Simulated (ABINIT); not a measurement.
**Quasiparticle gap of GaP (F-43m) in ABINIT**

How does a plane-wave GW calculation on GaP (F-43m) run from the first input to the gap?

Method: PBE and many-body steps on it, plane waves, in ABINIT 10.8.3.

**What was measured.**

- Gap 2.25 ± 0.04 eV: optical gap from Tauc plot (fundamental, indirect); spectroscopic ellipsometry, Tauc-Lorentz fit and Tauc plot; 300 K; film (GaP layer on Si reference sample) on Si (“Assessment of GaPSb/Si tandem material association properties for photoelectrochemical cells”, 2020, arxiv:2002.02774).

This is a report of a sequence of runs, with most program output left out.

**1. The structure**

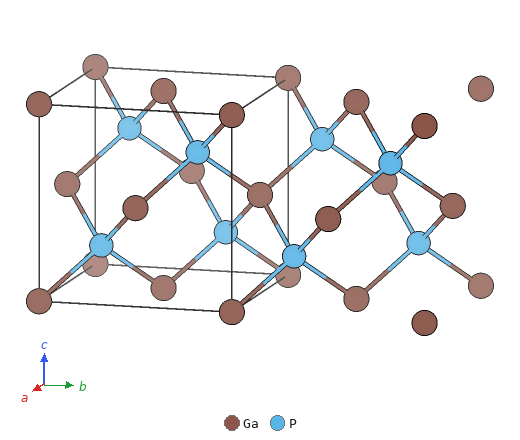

The cell as given, slightly off an axis (gallium brown, phosphorus blue). 1×2×1 cells are drawn. This picture shows the conventional cell, with its axes. Bonds to atoms that aren't drawn are left out. Some periodic images of atoms are drawn too.

Coordinates:

```cif
data_structure
_symmetry_space_group_name_H-M 'F-43m'
_symmetry_Int_Tables_number 216
_cell_length_a 5.4505
_cell_length_b 5.4505
_cell_length_c 5.4505
_cell_angle_alpha 90.000
_cell_angle_beta 90.000
_cell_angle_gamma 90.000
_cell_volume 161.92
loop_
_atom_site_label
_atom_site_type_symbol
_atom_site_symmetry_multiplicity
_atom_site_Wyckoff_symbol
_atom_site_fract_x
_atom_site_fract_y
_atom_site_fract_z
_atom_site_occupancy
Ga1 Ga 4 a 0.00000 0.00000 0.00000 1
P1 P 4 d 0.25000 0.25000 0.75000 1
```

The cell and positions come from the Crystallography Open Database and are kept as given unless a step says otherwise.

**2. Ground state**

This step: ABINIT 10.8.3; DFT, PBE with spin-orbit coupling, plane waves, norm-conserving pseudopotentials.

The ground-state density comes first.

run.abi reads:

```
acell 3*1.0 Angstrom
rprim 
  0.000000000000 2.725250000000 2.725250000000
  2.725250000000 0.000000000000 2.725250000000
  2.725250000000 2.725250000000 0.000000000000
ntypat 2
znucl 31 15
natom 2
typat 1 2
xred 
  0.000000000000 0.000000000000 0.000000000000
  0.250000000000 0.250000000000 0.250000000000
pp_dirpath "pseudos"
pseudos "Ga.upf, P.upf"
ecut 36
nspinor 2
ngkpt 6 6 6
nshiftk 1
shiftk 0 0 0
kptopt 1
chksymbreak 0
nband 28
occopt 1
tolvrs 1e-10
nstep 60
prtwf 0
optforces 0
optstress 0
indata_prefix "in"
outdata_prefix "out"
tmpdata_prefix "tmp"
```

Command:

```bash
OMP_NUM_THREADS=1 mpirun -n 4 abinit run.abi > log
```

It took 29 s on 4 MPI ranks of Arm Neoverse V2, shared host; peak memory 0.33 GiB; 2 min of CPU time.

Numbers from this step:

| Quantity | Value |
| --- | --- |
| total energy | -2269.8553 eV |
| gap | 1.624 eV |
| k of the valence top | 0, 0, 0 |
| k of the conduction bottom | 0.5, 0.5, 0 |
| least direct gap | 1.791 eV |

The gap is indirect, with the least direct gap 0.17 eV higher.

**3. Bands along the symmetry lines**

Levels along a band path, at the cheap level, show where the edges lie and whether the meshes to come will hold them.

run.abi reads:

```
acell 3*1.0 Angstrom
rprim 
  0.000000000000 2.725250000000 2.725250000000
  2.725250000000 0.000000000000 2.725250000000
  2.725250000000 2.725250000000 0.000000000000
ntypat 2
znucl 31 15
natom 2
typat 1 2
xred 
  0.000000000000 0.000000000000 0.000000000000
  0.250000000000 0.250000000000 0.250000000000
pp_dirpath "pseudos"
pseudos "Ga.upf, P.upf"
ecut 36
nspinor 2
iscf -2
irdden 1
kptopt 0
nkpt 26
kpt 
  0.00000000 0.00000000 0.00000000
  -0.12500000 -0.12500000 0.00000000
  -0.25000000 -0.25000000 0.00000000
  -0.37500000 -0.37500000 0.00000000
  -0.50000000 -0.50000000 0.00000000
  -0.46875000 -0.46875000 0.06250000
  -0.43750000 -0.43750000 0.12500000
  -0.40625000 -0.40625000 0.18750000
  -0.37500000 -0.37500000 0.25000000
  -0.37500000 0.00000000 0.37500000
  -0.28125000 0.00000000 0.28125000
  -0.18750000 0.00000000 0.18750000
  -0.09375000 0.00000000 0.09375000
  0.00000000 0.00000000 0.00000000
  0.00000000 0.00000000 0.12500000
  0.00000000 0.00000000 0.25000000
  0.00000000 0.00000000 0.37500000
  -0.00000000 -0.00000000 0.50000000
  -0.12500000 -0.06250000 0.43750000
  -0.25000000 -0.12500000 0.37500000
  -0.37500000 -0.18750000 0.31250000
  -0.50000000 -0.25000000 0.25000000
  -0.50000000 -0.31250000 0.18750000
  -0.50000000 -0.37500000 0.12500000
  -0.50000000 -0.43750000 0.06250000
  -0.50000000 -0.50000000 0.00000000
istwfk *1
nband 34
nbdbuf 6
tolwfr 1e-08
nstep 40
prtwf 0
prtvol 0
indata_prefix "in"
outdata_prefix "out"
tmpdata_prefix "tmp"
```

Run time: 29 s. Hardware: 4 MPI ranks; peak memory 0.33 GiB; 1.9 min of CPU time.

This step gave:

```
gap                        : 1.613 eV
k of the valence top       : 0, 0, 0
k of the conduction bottom : -0.375, -0.375, 0
least direct gap           : 1.791 eV
```

The gap is 1.613 eV, −0.011 eV from the run before at this level.

The electronic bands at the labelled points (eV, zero at the top of the highest filled band):

| point | band 15 | band 16 | band 17 | band 18 | band 19 | band 20 | band 21 | band 22 |
| --- | --- | --- | --- | --- | --- | --- | --- | --- |
| Γ | 0.00 | 0.00 | 0.00 | 0.00 | 1.79 | 1.79 | 3.75 | 3.75 |
| X | -2.72 | -2.72 | -2.70 | -2.70 | 1.62 | 1.62 | 1.79 | 1.79 |
| U | -3.98 | -3.95 | -2.28 | -2.28 | 2.16 | 2.16 | 4.77 | 4.77 |
| jump to K | -3.98 | -3.95 | -2.28 | -2.28 | 2.16 | 2.16 | 4.77 | 4.77 |
| Γ | 0.00 | 0.00 | 0.00 | 0.00 | 1.79 | 1.79 | 3.75 | 3.75 |
| L | -1.18 | -1.18 | -1.11 | -1.11 | 1.64 | 1.64 | 4.66 | 4.66 |
| W | -3.61 | -3.60 | -3.47 | -3.42 | 4.67 | 4.67 | 4.82 | 4.85 |
| X | -2.72 | -2.72 | -2.70 | -2.70 | 1.62 | 1.62 | 1.79 | 1.79 |

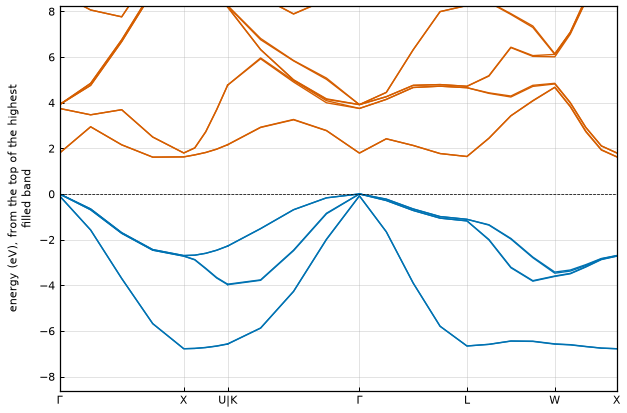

Electronic bands along the path; lines of filled and empty bands in two colours.

**4. Empty states on the mesh, 4×4×4 mesh, 78 bands**

The sums over transitions need many empty states on a uniform mesh; this step solves for them.

run.abi reads:

```
acell 3*1.0 Angstrom
rprim 
  0.000000000000 2.725250000000 2.725250000000
  2.725250000000 0.000000000000 2.725250000000
  2.725250000000 2.725250000000 0.000000000000
ntypat 2
znucl 31 15
natom 2
typat 1 2
xred 
  0.000000000000 0.000000000000 0.000000000000
  0.250000000000 0.250000000000 0.250000000000
pp_dirpath "pseudos"
pseudos "Ga.upf, P.upf"
ecut 36
nspinor 2
ngkpt 4 4 4
nshiftk 1
shiftk 0 0 0
kptopt 1
chksymbreak 0
iscf -2
irdden 1
istwfk *1
nband 78
nbdbuf 6
tolwfr 1e-09
nstep 60
prtvol 0
indata_prefix "in"
outdata_prefix "out"
tmpdata_prefix "tmp"
```

Elapsed: 31 s, on 4 MPI ranks; peak memory 0.33 GiB.

Numbers from this step:

```yaml
gap: 1.624 eV
k_of_the_valence_top: 0, 0, 0
k_of_the_conduction_bottom: 0.5, 0.5, 0
least_direct_gap: 1.791 eV
k_points_computed: 8
lowest_point_of_the_top_converged_band_above_the_valence_top: 36.01 eV
```

On this mesh the gap is 1.624 eV.

**5. Screening, 4×4×4 mesh, 72 bands, screening to 98 eV**

The RPA dielectric matrix is built and inverted for each q.

This step: RPA screening on PBE with spin-orbit coupling, plane waves, norm-conserving pseudopotentials.

run.abi: that of step 4 with these lines changed.

```diff
@@ -21,10 +21,11 @@
 chksymbreak 0
-iscf -2
-irdden 1
 istwfk *1
-nband 78
-nbdbuf 6
-tolwfr 1e-09
-nstep 60
-prtvol 0
+occopt 1
+irdwfk 1
+optdriver 3
+nband 72
+ecuteps 3.6
+inclvkb 0
+awtr 1
+symchi 1
 indata_prefix "in"
```

Run time: 23 s. Hardware: 4 MPI ranks; peak memory 0.83 GiB.

This step gave:

```yaml
eps_infinity_with_local_fields_on_this_mesh_along_the_program_s_q_direction: 17.92
the_same_without_local_fields: 19.69
plasma_frequency: 24.76 eV
plane_waves_in_the_screening_matrix: 89
```

Local fields lower ε∞ by 9 %. On a Γ-centred mesh this coarse the value itself is usually too large, while a short band sum pulls it down.

**6. Self-energy, 4×4×4 mesh, 72 bands, screening to 98 eV**

The self-energy is evaluated for the states that the input lists, and the levels follow from it, in one-shot runs by the linearised quasiparticle equation.

This step: G0W0 on PBE with spin-orbit coupling, plane waves, norm-conserving pseudopotentials.

run.abi: that of step 5 with these lines changed.

```diff
@@ -24,8 +24,17 @@
 irdwfk 1
-optdriver 3
+optdriver 4
 nband 72
+gwcalctyp 0
+ecutsigx 36
+symsigma 0
+nkptgw 2
+kptgw 
+  0.0000000000 0.0000000000 0.0000000000
+  0.5000000000 0.5000000000 0.0000000000
+bdgw 
+  15 22
+  15 22
 ecuteps 3.6
-inclvkb 0
-awtr 1
-symchi 1
+irdscr 1
+ppmodel 1
 indata_prefix "in"
```

The job ended after 31 s (4 MPI ranks; peak memory 0.9 GiB; 2.1 min of CPU time).

Numbers from this step:

| Property | Result |
| --- | --- |
| G0W0 gap on the points computed | 1.953 eV |
| starting gap on the mesh | 1.624 eV |
| k of the valence top | 0, 0, 0 |
| k of the conduction bottom | 0.5, 0.5, 0 |
| Z at the valence top | 0.783 |
| Z at the conduction bottom | 0.808 |
| least direct G0W0 gap on the computed points | 2.352 eV |

The gap on the mesh goes from 1.62 eV to 1.95 eV, a correction of +0.33 eV.

Limits: finite bands, cutoff and mesh; exchange with frozen shells missing; screening head approximate; coarse k mesh. v1 is the top filled band, c1 the lowest empty one. Levels before and after the correction, in eV, zero at the valence-band top of each column:

|  | conduction bottom | valence top |
| --- | --- | --- |
| Kohn-Sham | 1.62 | 0.00 |
| G0W0 | 1.95 | 0.00 |

|  | level | energy (eV) |
| --- | --- | --- |
| Kohn-Sham | Γ v3-v1 | 0.000 |
| Kohn-Sham | Γ c1-c2 | 1.791 |
| Kohn-Sham | Γ c3 | 3.746 |
| Kohn-Sham | (0.5 0.5 0) v3 | -2.723 |
| Kohn-Sham | (0.5 0.5 0) v2-v1 | -2.700 |
| Kohn-Sham | (0.5 0.5 0) c1-c2 | 1.624 |
| Kohn-Sham | (0.5 0.5 0) c3 | 1.795 |
| G0W0 | Γ v3-v1 | 0.000 |
| G0W0 | Γ c1-c2 | 2.352 |
| G0W0 | Γ c3 | 4.142 |
| G0W0 | (0.5 0.5 0) v3 | -3.147 |
| G0W0 | (0.5 0.5 0) v2-v1 | -3.123 |
| G0W0 | (0.5 0.5 0) c1-c2 | 1.953 |
| G0W0 | (0.5 0.5 0) c3 | 2.295 |

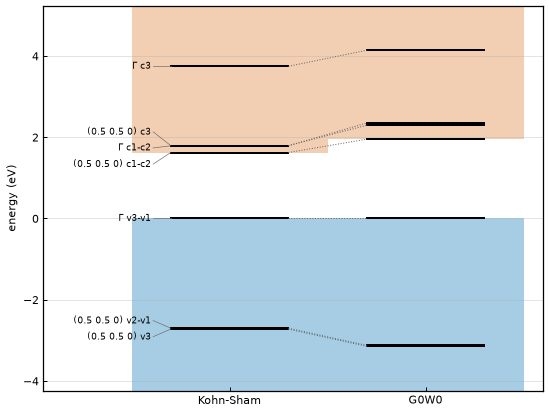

Levels before and after the correction. Shaded: valence and conduction bands.

**7. Where the time went**

Times are wall times on 4 MPI ranks of Arm Neoverse V2, shared host, good to a factor of about two.

| step | time | share | memory (GiB) |
| --- | --- | --- | --- |
| ground state | 29 s | 21 % | 0.33 |
| bands along the symmetry lines | 29 s | 20 % | 0.33 |
| empty states on the mesh | 31 s | 21 % | 0.33 |
| screening | 23 s | 16 % | 0.83 |
| self-energy | 31 s | 22 % | 0.9 |

**8. Outcome**

* PBE gap: 1.61 eV, indirect
* G0W0 gap on the mesh: 1.95 eV
* GW settings: 4×4×4 mesh, 72 bands, screening to 98 eV, Godby-Needs plasmon pole
* known limits: not at the basis limit; exchange with frozen shells missing; screening head approximate; coarse k mesh

**Reading.** G0W0 moves the gap on the mesh from 1.62 eV to 1.95 eV (+0.33 eV), with Z of 0.78 and 0.81 at the edges. Local fields lower the RPA ε∞ on this mesh from 19.69 to 17.92; a Γ-centred mesh this coarse tends to raise both, most where the direct gap is narrow, while a short band sum lowers them. Only 2 of the mesh's irreducible points were corrected, so a valley elsewhere could overtake. Against experiment, by G0W0@PBE: the gap of 1.94 eV lies −0.31 eV from the measured 2.25 ± 0.04 eV (indirect, 300 K, on Si, 2020). The calculation has static nuclei and no excitons; a measured gap holds zero-point and thermal motion, which mostly lowers it. Bands and cutoff are finite, so the gap is not at the basis limit. The miss can reach some tenths of an eV and take either sign; the mesh is an error of its own. In the G0W0 run levels were corrected at 2 k points alone, so a gap called «on the mesh» is the least over those, and an edge elsewhere would be missed. The 4×4×4 mesh is coarse for this cell, which bears on the long-range parts of exchange and screening. The norm-conserving file of at least one element keeps a d shell over frozen s and p shells of the same row. Exchange with those shells is missing from the self-energy, an error of 0.3 to 0.9 eV in cases checked, whose sign depends on which edge lies on those atoms. The long-wavelength limit of the screening leaves out the non-local commutator, which shifts ε∞.

[Paths, hosts, dates, memory and timing lines, banners, echoed tables and standing remarks are left out of the program output.]

[Logs are printed without paths, hosts, clocks, repeated set-up lines and the standing remarks that a program may print on its own settings, such as how far it seeks lower states.]

[Runs of the session that timed out or met a known fault of the program may be left out.]

[Hosts, paths, dates, database ids (printed as entryN), source tags and the programs' standing remarks are cut or masked in the printed files.]

[G0W0 gaps are taken among the corrected bands and points alone; a level outside them can change the order at an edge.]

[Where Ansatz stands beside ABINIT at settings called matched, ABINIT's density can come from a denser mesh and the files from another edition; pairs whose starting gaps differed by over 0.03 eV were left out, so agreement reads better than it is.]
